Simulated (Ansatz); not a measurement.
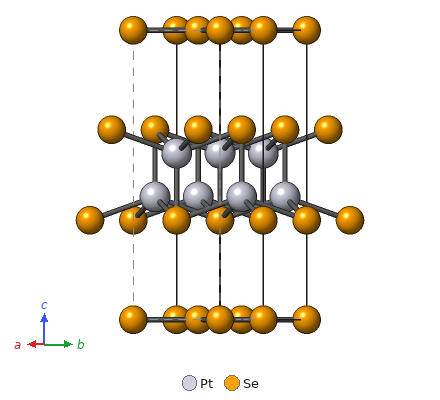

The structure, seen along [210]; the drawing may span several cells.

Structure (in its standard cell), the end point of a relaxation with DFT PBE, scalar-relativistic, plane waves, PAW in Ansatz; the starting structure was generated, so it need not be a known form of this composition:

```
CELL_PARAMETERS angstrom
3.60513 0.00000 0.00000
0.00000 3.60513 0.00000
0.00000 0.00000 10.76874
ATOMIC_POSITIONS crystal
Pt 0.50000 0.00000 0.42457
Pt 0.00000 0.50000 0.57543
Se 0.00000 0.00000 0.00000
Se 0.50000 0.50000 0.00000
Se 0.50000 0.00000 0.65633
Se 0.00000 0.50000 0.34367
```

Q: What does the kinematic electron diffraction pattern along [210] look like at 200 kV (B = 0.5 Å²)?

A: The spots form a rectangular net whose two shortest vectors correspond to d = 10.77 Å and 1.61 Å, 90.0° apart. They are 0 0 1 and 1 -2 0 (itself extinct). The pattern has symmetry 2mm. A glide plane extinguishes reflections such as 1 -2 0; reflections such as 1 -2 -1, 1 -2 1, 0 0 10 are allowed but too weak to see at this display level.

Strongest reflections with d > 0.80 Å, one of each family (|F|² from tabulated Gaussian fits of the electron scattering factors, times a small damping for the curvature of the Ewald sphere):

```
   hkl   d (Å)  I (strongest = 100)
 0 0 2   5.384                  100
 0 0 3   3.590                   97
 0 0 5   2.154                   61
 0 0 1  10.769                   44
1 -2 4   1.383                   33
 0 0 7   1.538                   27
```

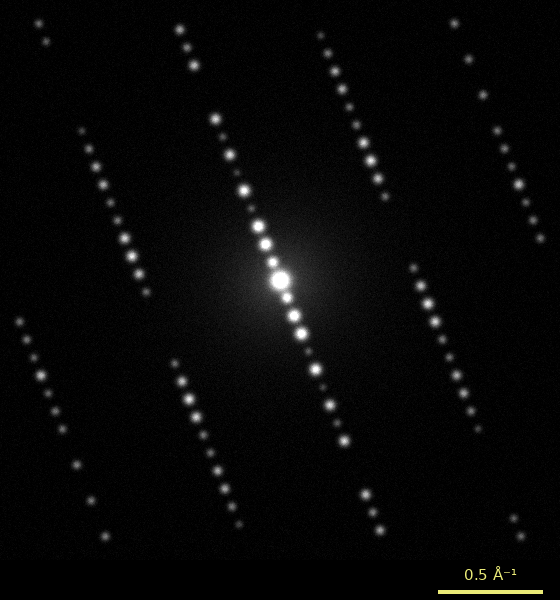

Calculated pattern, seen from the source side with [210] pointing towards the source.
